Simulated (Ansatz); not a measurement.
HfO2

Input

```
crystal:
  lattice:
    - [0.0, -2.5489194559, -2.5489194559]
    - [0.0, 2.5489194559, -2.5489194559]
    - [5.0978389119, 0.0, 0.0]
  atoms:
    - { symbol: Hf, position: [0.5102788654, 0.4897211346, 0.5] }
    - { symbol: Hf, position: [-0.0102788654, 0.0102788654, 0.0] }
    - { symbol: O, position: [7.49786e-05, 0.5000749786, 0.698095653] }
    - { symbol: O, position: [0.4999250214, -7.49786e-05, 0.301904347] }
    - { symbol: O, position: [7.49786e-05, 0.5000749786, 0.198095653] }
    - { symbol: O, position: [0.4999250214, -7.49786e-05, 0.801904347] }
basis:
  ecutwfc: 520.0
kpoints:
  mp_grid: { grid: [6, 6, 6] }
hamiltonian:
  xc: pbe
  pseudopotentials: { kind: paw, azcp: { folder: soft_1 } }
scf:
  occupations: { method: gaussian, width: 0.05 }
output:
  forces: true
  stress: true
  eigenvalues: true
  write_density: true
  write_potential: true
  elf: true
  volumetric_format: npy
```

Launched as:

```sh
ansatz run input.yaml --threads 2 --pin off --max-ram 4096MiB --backend cpu --events-out ev --progress --plain --runs-dir out
```

Below, planes, directions and counts refer to the conventional cell (a = 5.10 Å, b = 5.10 Å, c = 5.10 Å, α = 90.00°, β = 90.00°, γ = 90.00°).

Space group C2/c; a point of a scan over the structure, not its minimum; not relaxed (largest force 0.6 eV/Å); computed pressure about 6 GPa in this cell; PAW files of the earlier set (soft_1).

Method: DFT PBE, scalar-relativistic, plane waves, PAW (Ansatz).

The density is the valence pseudo-density of a PAW calculation; it isn't the true density close to the nuclei.

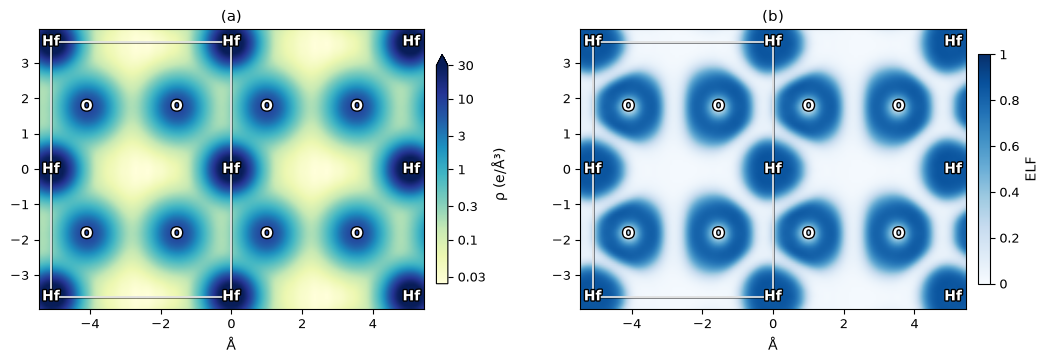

Figure 1. (a) valence electron density; (b) ELF on the (110) plane of the conventional cell.

What do the fields say about this system?

Answer. The plane passes through Hf and O nuclei. Hf–O (2.03 Å): ρ at the midpoint is about 0.79 e/Å³; the ELF peaks at about 0.85 in the valence shell of O, 0.6 Å from its nucleus, and drops to about 0.20 between the two atoms (no localised pair shows between them). Hf–O (2.10 Å): ρ at the midpoint is about 0.68 e/Å³; the ELF peaks at about 0.85 in the valence shell of O, 0.6 Å from its nucleus, and drops to about 0.20 between the two atoms: no localised pair shows between them. Hf–O (2.34 Å): ρ is about 0.37 e/Å³ halfway; the ELF peaks at about 0.85 in the valence shell of O, 0.6 Å from its nucleus, and drops to about 0.10 between the two atoms: no shared electron pair shows on this line. Between the atoms the lowest density in this plane is 0.02 e/Å³. The features right at Hf lie inside the PAW spheres, where the map follows smoothed inner orbitals and isn't to be read closely.

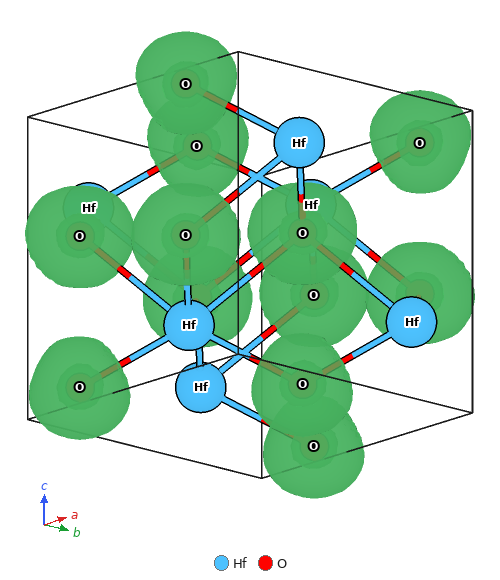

Figure 2. Isosurface of the ELF at 0.7 (green), seen at an oblique angle. Only the valence region is drawn (cores and ρ < 0.01 e/Å³ removed). Sticks mark near contacts.

Describe the localisation domains.

Answer. The ELF exceeds this value in eight regions wrapped around O (the valence shell of each), counted in one cell of 12 atoms. Regions shared between cells count once.

Does the calculation make it a metal, or give it a gap?

Answer. It is gapped, with a Kohn–Sham gap of 4.5 eV on the k-point mesh (the band edges may lie off the mesh, which would make the gap smaller).
